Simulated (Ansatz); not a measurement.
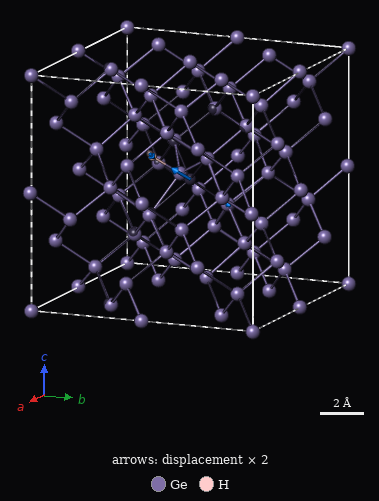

This is a relaxation of a defect cell of composition Ge64H (cell charge +1). The starting structure is drawn faded, the final one solid; blue arrows show the displacements, magnified 2 times.

The picture is a ball-and-stick view of the cell of the calculation (origin shifted), seen slightly off an axis.

Level of theory: DFT, PBEsol, PAW, plane waves (Ansatz). Settings: plane-wave cutoff 420 eV; k-point mesh 1 × 1 × 1; mesh shifted by (0.25, 0.25, 0.25); no spin polarisation; atoms relaxed in a fixed cell; force threshold 0.03 eV/Å; at most 80 steps.

**Which element moves most?**

Germanium: up to 0.61 Å, against 0.23 Å for hydrogen.

**What happened in the run?**

Over 7 geometry steps the energy falls by 0.866 eV per cell of the calculation. The largest force component goes from 0.82 to 0.016 eV/Å. A Ge atom moves most: 0.61 Å along [1 −1 1]. By element the largest moves are Ge 0.61 Å, H 0.23 Å. The lattice vectors keep their values. Near-neighbour distances that change, for instance: Ge–H 2.460 → 1.643 Å, Ge–Ge 2.475 → 2.926 Å, Ge–Ge 2.365 → 2.465 Å, Ge–Ge 2.519 → 2.453 Å. New bonds form: Ge–H (2.46 → 1.64 Å). Bond angles that change, for instance: Ge–Ge–Ge 109.0° → 92.4°, Ge–Ge–Ge 108.2° → 92.4°, Ge–Ge–Ge 108.2° → 92.9°.

Limits of the set-up: the cell is charged, on a uniform background, and energies carry no finite-size correction.
